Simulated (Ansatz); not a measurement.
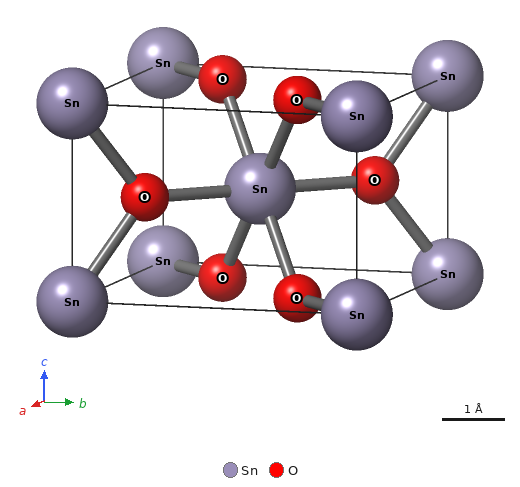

The input geometry (ball-and-stick view of the cell of the calculation, seen slightly off an axis). An atom can appear more than once, as a periodic image. Near neighbours in the periodic cell (some may lie outside the picture): Sn has 6 O at 2.09 Å; O has 3 Sn at 2.09 Å.

Single-point calculation of SnO2

The run: single-point calculation of SnO2 (P4₂/mnm, 6 atoms in the cell). Method and program: DFT PBE, scalar-relativistic, plane waves, PAW, no spin polarisation (Ansatz 0.2.0).

The structure derives from an entry of the Crystallography Open Database.

Log:
```
Engine: ansatz 0.2.0, aarch64-unknown-linux-gnu
Pseudopotentials: kind: paw
Pseudopotential: Sn, paw, valence charge 14, recommended cutoff 420 eV (normal), Sn.paw.azcp
Pseudopotential: O, paw, valence charge 6, recommended cutoff 420 eV (normal), O.paw.azcp
Functional definition: PBE
  parameter kappa = 0.804
  parameter beta = 0.06672455060314922
  exchange = pbe_x(kappa = kappa, mu = beta*pi^2/3)
  correlation = pbe_c(beta = beta)
Crystal: 6 atoms, lattice volume = 75.467 Å³
Basis set: ecut = 420 eV, 1495 PW (Γ), exchange–correlation on 72×72×48 points (8 copies of the dense FFT grid, shifted against one another)
Bands: 32, of which v1, the nominal top of the filled ones, is band 26 counted from 1 (25 counted from 0)
Symmetry: 16 space group operations
Space group: P42/mnm (ITA 136), of the structure as read, at distance tolerance 4.2e-5 Å
k-points: 50 of 288
Non-local potential: Sn, projectors of the file, l = 0: 2, l = 1: 2, l = 2: 2, l = 3: 2
Non-local potential: O, projectors of the file, l = 0: 2, l = 1: 2, l = 2: 1
PAW form: soft (Blöchl's): semilocal exchange-correlation on the pseudo side does not see the compensation charge
PAW one-centre angular grid: Sn, 590 points (default); XC on 64 Gauss nodes
PAW one-centre angular grid: O, 110 points (default); XC on 64 Gauss nodes
Initial density: superposition of atomic densities (neutral atoms: chi_scale 0, normalization atom), corrected by the library's trained network
Initial wavefunctions: pseudopotential atomic-orbital guess
Functional: x = pbe(κ = 0.804, μ = 0.2195149727645171), c = pbe(β = 0.06672455060314922)
SCF iter   1: F=—  HF=-14317.967158 eV  |F-HF|=—  |Δ(HF+E_count)|=         —  Δρ=1.29e-3  dr2=5.50e-4  ethr=1.77e-3  ⟨swp⟩=6.0  Hψ=6997  notcnv=0  defer=5
preconditioner: auto → Resta (q_TF=auto, 2.564 Å⁻¹)  ε∞=3.6  [insulator: Δε(μ)=0.682 eV  Ē_g=19.259 eV  σ=0.050 eV  W_gap=1.00  n_scr=18 (ndim 8)  ℏωp=30.8 eV  f_vac=0.036  D(μ)=0.00/eV (n_scr^D=0)  ε∞_Penn≈3.6]
SCF iter   2: F=—  HF=-14317.968939 eV  |F-HF|=—  |Δ(HF+E_count)|=   1.78e-3  Δρ=6.24e-4  dr2=1.13e-4  ethr=1.06e-6  ⟨swp⟩=2.2  Hψ=3325  notcnv=0  defer=11
SCF iter   3: F=—  HF=-14317.969204 eV  |F-HF|=—  |Δ(HF+E_count)|=   2.65e-4  Δρ=2.58e-4  dr2=3.11e-5  ethr=2.17e-7  ⟨swp⟩=3.0  Hψ=2953  notcnv=0  defer=11
SCF iter   4: F=—  HF=-14317.969190 eV  |F-HF|=—  |Δ(HF+E_count)|=   1.39e-5  Δρ=4.07e-5  dr2=1.06e-6  ethr=5.99e-8  ⟨swp⟩=2.0  Hψ=2165  notcnv=0  defer=11
iter 5 did not close the SCF: its close was put off for the readings that it lacked (scf_convergence_deferred on its scf_iter line)
SCF iter   5: F=-14317.969192 eV  HF=-14317.969192 eV  |F-HF|=1.11e-7  |Δ(HF+E_count)|=   1.75e-6  Δρ=1.29e-5  dr2=7.96e-8  ethr=2.05e-9  ⟨swp⟩=2.6  Hψ=2689  notcnv=0  defer=11
SCF iter   6: F=-14317.969192 eV  HF=-14317.969192 eV  |F-HF|=4.96e-9  |Δ(HF+E_count)|=   1.31e-7  Δρ=3.83e-6  dr2=6.90e-9  ethr=1.53e-10  ⟨swp⟩=10.0  Hψ=11404  notcnv=0
SCF 1 converged in 6 iterations: F = -14317.969192 eV  dr2 = 6.90e-9
  greatest PAW one-centre occupation: 0.996 electrons in one spin orbital (limit 2), on the Sn atom at site 1 (counted from 0), in its partial waves of l = 2
SCF converged after 6 iterations
Free energy (F): -14317.969192 eV
Harris-Foulkes:  -14317.969192 eV  (|F-HF|=4.96e-9)
Internal energy: -14317.969192 eV  (E = F + TS)
E sigma→0 (E₀):  -14317.969192 eV
Fermi energy:    9.081254 eV
--- Per-component energies (eV) ---
  E_band       = -154.768919
  E_kinetic    = 1077.990810
  E_local      = -2963.857971  (includes V_loc(G=0)·N_el)
  E_nonlocal   = 133.835151
  E_hartree    = 1524.078840
  E_xc         = -1053.239431
  E_vxc        = -561.653679  (∫ρ·V_xc dr)
  E_paw        = -8928.351658  (= ΣΔE_a)
  E_vpaw       = -889.250769  (= ΣTr[D̂ρ^β])
  E_aug_tail   = 0.009864  (compensation charges beyond the density's cutoff)
  E_ewald      = -4108.434796
  E_smearing   = -0.000000  (= −TS)
  E_closure    = -0.000000  (closes the sum)
  Σ components = -14317.969192   (vs F -14317.969192, Δ=0.00e0)
--- Forces (eV/Å), atoms counted from 1 ---
  atom   1  Sn     0.00000000    -0.00000000     0.00000000
  atom   2  Sn     0.00000000     0.00000000     0.00000000
  atom   3  O     -0.00250487    -0.00250487     0.00000000
  atom   4  O      0.00250487    -0.00250487     0.00000000
  atom   5  O      0.00250487     0.00250487     0.00000000
  atom   6  O     -0.00250487     0.00250487     0.00000000
  max |Σ_I F_I| component: 1.73e-18 eV/Å
--- Stress (GPa, compression-positive) ---
       -0.003833       0.000000       0.000000
        0.000000      -0.003833       0.000000
        0.000000       0.000000       0.010999
  P = ⅓ Tr σ = 0.0011 GPa (0.011 kbar)
--- Band table (eV; the first three rows and the last of 50) ---
  k-point 0: bands = ["-12.2982", "-11.6410", "-11.4404", "-11.4146", "-11.4146", "-11.3415", "-11.3156", "-11.2467", "-11.2145", "-11.2145", "-9.9097", "-8.1991", "-8.1991", "-6.6836", "0.7842", "4.8494", "4.8494", "4.9715", "5.8404", "6.7604", "6.7731", "7.4917", "7.4917", "8.0048", "8.0048", "8.7408", "9.4217", "14.4449", "14.8209", "14.8209", "18.8853", "18.9668"]
  k-point 1: bands = ["-12.2329", "-11.5723", "-11.5341", "-11.5341", "-11.4167", "-11.3510", "-11.3106", "-11.2470", "-11.2312", "-11.2312", "-9.8250", "-7.9945", "-7.9945", "-6.7861", "0.7841", "4.8356", "4.9836", "4.9836", "5.7523", "5.9391", "6.6276", "6.9572", "6.9572", "8.0284", "8.0284", "8.6229", "10.4338", "14.7218", "15.4435", "15.4435", "17.9170", "19.8949"]
  k-point 2: bands = ["-12.0624", "-11.7871", "-11.7871", "-11.4609", "-11.3531", "-11.3461", "-11.2975", "-11.2638", "-11.2638", "-11.2490", "-9.5439", "-7.5328", "-7.5328", "-7.1077", "0.8329", "4.1767", "4.6421", "5.3002", "5.3002", "6.0014", "6.0014", "6.1954", "6.2259", "7.9338", "7.9338", "8.2879", "12.0177", "15.1072", "16.8186", "16.8186", "17.2957", "20.0031"]
  k-point 49: bands = ["-12.0922", "-12.0922", "-11.6688", "-11.6688", "-11.3083", "-11.3083", "-11.2606", "-11.2606", "-11.2176", "-11.2176", "-8.1984", "-8.1984", "-6.9846", "-6.9846", "1.0071", "1.0071", "3.9717", "3.9717", "6.2361", "6.2361", "6.3144", "6.3144", "7.8262", "7.8262", "7.9631", "7.9631", "13.1057", "13.1057", "17.3657", "17.3657", "19.3190", "19.3190"]
```

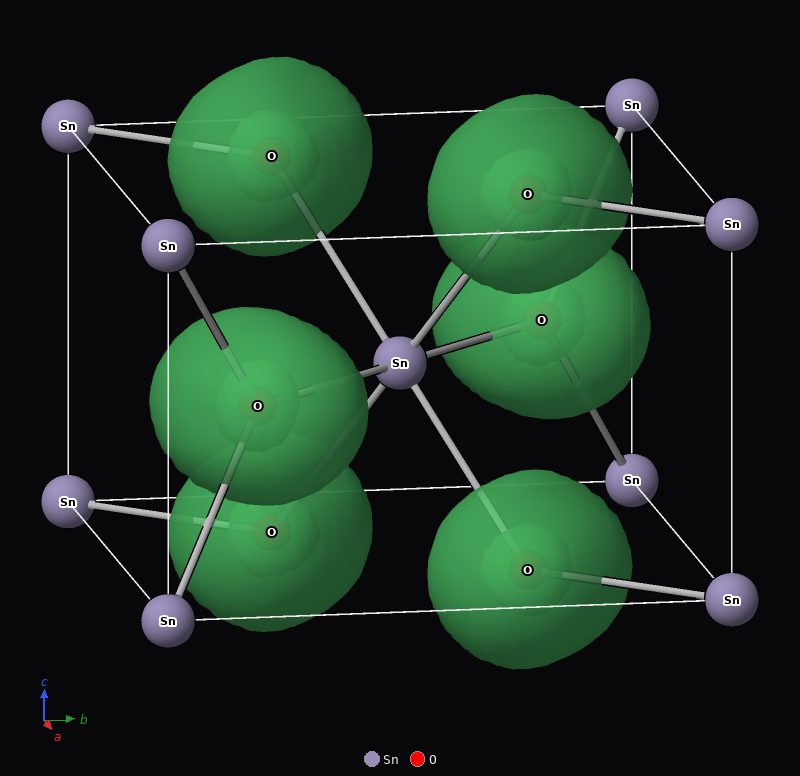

Isosurface of the electron localisation function at 0.7 (green), seen slightly off an axis. Only the valence region is drawn (cores and ρ < 0.01 e/Å³ removed). Sticks mark near contacts. The outline is the cell set on symmetry axes. Values along the shortest contacts: Sn–O (2.09 Å): the ELF is about 0.25 at the midpoint. The fields are those of the smooth PAW valence density.

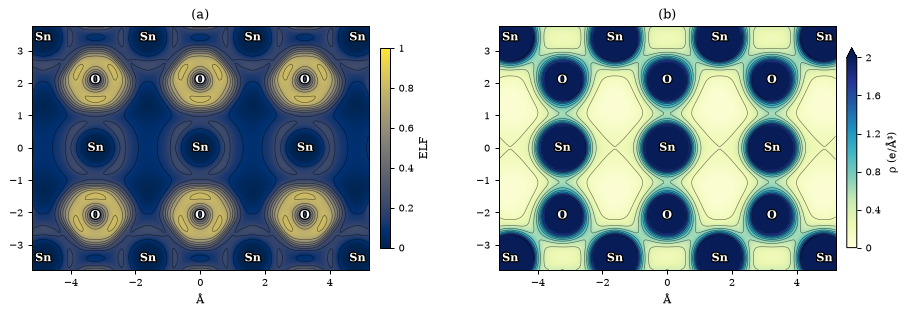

(a) electron localisation function; (b) valence pseudo-density on the (11̄0) plane of the conventional cell. The section cuts through Sn and O sites. Sn–O (2.09 Å): ρ is about 0.61 e/Å³ halfway; the ELF is about 0.25 at the midpoint. Away from the nuclei the density in this plane falls to 0.04 e/Å³ at its lowest.

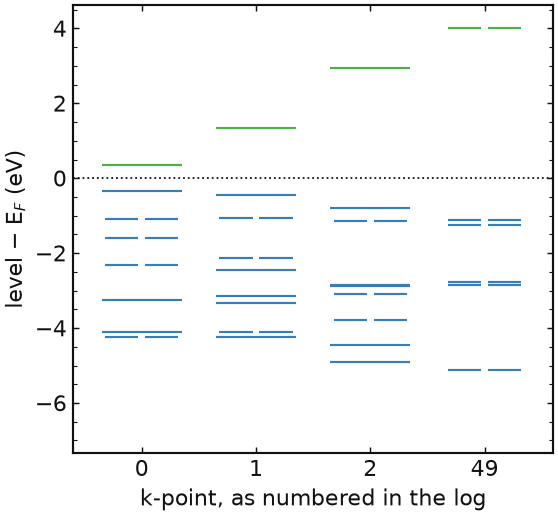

Kohn–Sham levels near the Fermi level (dotted) at the few k-points that the log prints; levels within 0.02 eV of each other stand side by side. Among these points the highest filled and lowest empty levels are 0.68 eV apart, which is the gap on the mesh.

This output came from the following input.

Input:
```yaml
crystal:
  lattice:
    - [4.8277050007, 0.0, 0.0]
    - [0.0, 4.8277050007, 0.0]
    - [0.0, 0.0, 3.2379909335]
  atoms:
    - { symbol: Sn, position: [0.0, 0.0, 0.0] }
    - { symbol: Sn, position: [0.5, 0.5, 0.5] }
    - { symbol: O, position: [0.3066050867, 0.3066050867, 0.0] }
    - { symbol: O, position: [0.1933949133, 0.8066050867, 0.5] }
    - { symbol: O, position: [0.6933949133, 0.6933949133, 0.0] }
    - { symbol: O, position: [0.8066050867, 0.1933949133, 0.5] }
basis:
  ecutwfc: 420
kpoints:
  mp_grid: { grid: [6, 6, 8] }
hamiltonian:
  xc: pbe
scf:
  occupations: { method: gaussian, width: 0.05 }
output:
  forces: true
  stress: true
  eigenvalues: true
  write_density: true
  write_potential: true
  elf: true
  volumetric_format: npy
```

Launch command:
```bash
ansatz run input.yaml --threads 2 --pin off --max-ram 5120MiB --backend cpu --events-out ev --progress --plain --runs-dir out
```

Results in brief:

```csv
quantity,value
outcome,converged
space group (tolerance 0.01 Å),P4₂/mnm (136)
electrons treated,52
free energy,−14317.9692 eV
Fermi energy,9.081 eV
gap on the k-point mesh,0.68 eV
pressure,0.00 GPa
largest force (length of the vector),0.004 eV/Å
hardware,"2 threads of Arm Neoverse V2, 24 GiB of memory available, shared host"
wall time,3.8 s (CPU time 7.4 s)
peak memory,0.36 GiB
```
